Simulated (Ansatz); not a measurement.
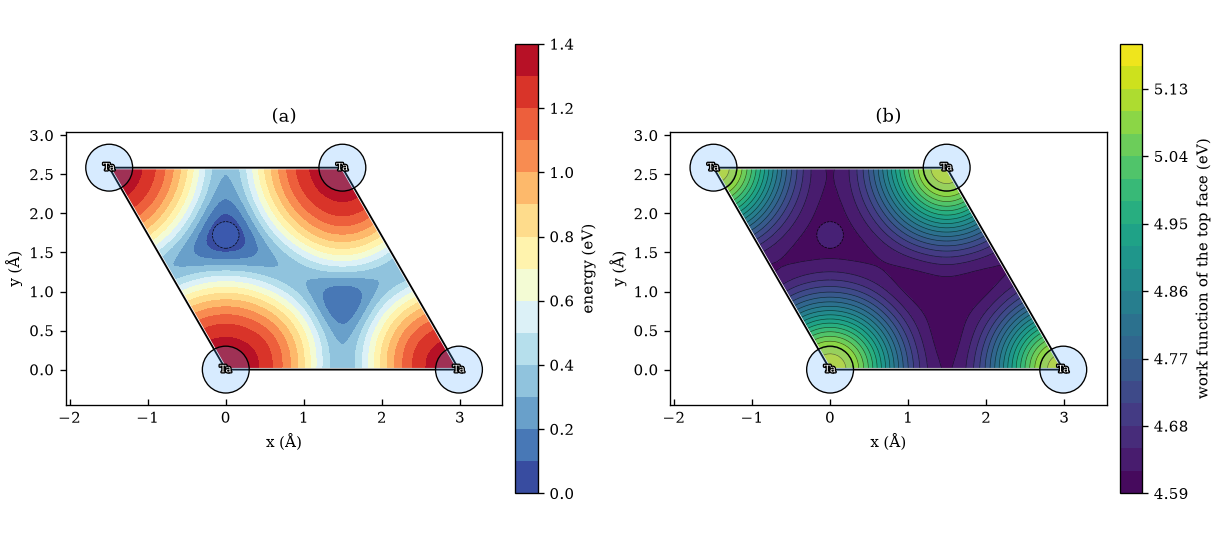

H on a Ta(111) slab cut from the Fm-3m phase, its upper half relaxed before the scan (12 atoms of substrate and one adsorbate in a 2 × 2 cell). H is moved over the surface cell; relaxed at each place: the height of the adsorbate's atoms; substrate rigid; the origin of the map has the adsorbate above Ta9. Places are given modulo a cell vector. The map is drawn in real space over the plane of the surface. The grid has 6 × 6 points; 10 points were computed and 26 follow by symmetry. Places are given in fractions of the 1 × 1 surface cell. Energies are in eV, from the lowest grid point. Computed with DFT PBE, scalar-relativistic, plane waves, PAW in Ansatz. Settings: cutoff 420 eV, k-mesh 6×6×1, gaussian smearing 0.1 eV, no spin polarisation.

Panel (a) is the energy and panel (b) the computed work function of the top face on the same grid.

Drawn: filled contours, labelled circles for the atoms of the top layer and small ones for the second layer, the outline of one cell of the plane. Between grid points the surface is interpolated.

How does the work function of the top face vary over the map, and what is it at the lowest grid point?

Answer. It runs from 4.61 eV at a threefold hollow over a second-layer Ta atom, (2/6, 4/6) of the cell vectors to 5.16 eV at the top site over a surface Ta atom, (0/6, 0/6) of the cell vectors. At the lowest grid point, a threefold hollow over a second-layer Ta atom, (2/6, 4/6) of the cell vectors, it is 4.61 eV.

| second ↓, first → | 0/6 | 1/6 | 2/6 | 3/6 | 4/6 | 5/6 |
| --- | --- | --- | --- | --- | --- | --- |
| 5/6 | 5.01 | 4.80 | 4.64 | 4.64 | 4.80 | 5.01 |
| 4/6 | 4.74 | 4.64 | 4.61 | 4.64 | 4.74 | 4.81 |
| 3/6 | 4.62 | 4.64 | 4.64 | 4.62 | 4.63 | 4.63 |
| 2/6 | 4.74 | 4.80 | 4.74 | 4.63 | 4.61 | 4.63 |
| 1/6 | 5.01 | 5.01 | 4.81 | 4.63 | 4.63 | 4.81 |
| 0/6 | 5.16 | 5.01 | 4.74 | 4.62 | 4.74 | 5.01 |

PAW datasets: the set soft_1.
